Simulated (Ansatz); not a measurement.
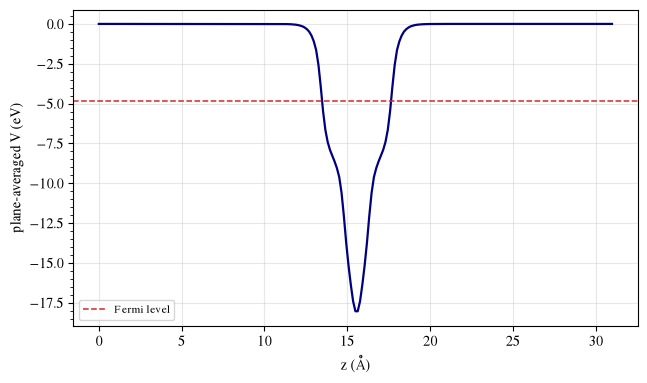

Figure. PtSe₂ (slab). Plane average of the electrostatic potential (local pseudopotential plus Hartree) felt by an electron across the slab.

Computed with DFT PBE+D3(BJ), spin-orbit coupling, plane waves, PAW (Ansatz).

In a PAW calculation such maps are meaningful between the atoms, not at the nuclei.

```yaml
crystal:
  lattice:
    - [3.70690, 0.00000, 0.00000]
    - [-1.85345, 3.21027, 0.00000]
    - [0.00000, 0.00000, 31.12150]
  atoms:
    - { symbol: Se, position: [0.66667, 0.33333, 0.45743] }
    - { symbol: Pt, position: [0.00000, 0.00000, 0.50000] }
    - { symbol: Se, position: [0.33333, 0.66667, 0.54257] }
```

### How far above the Fermi level of the calculation is the vacuum level?

4.9 eV. The slab has a gap, so the Fermi level lies inside it and this isn't a work function in the metallic sense.

### How thick is the slab, and how wide the vacuum?

The outermost nuclei are 2.6 Å apart, in 3 atomic planes; the vacuum between periodic images is 28.5 Å wide.
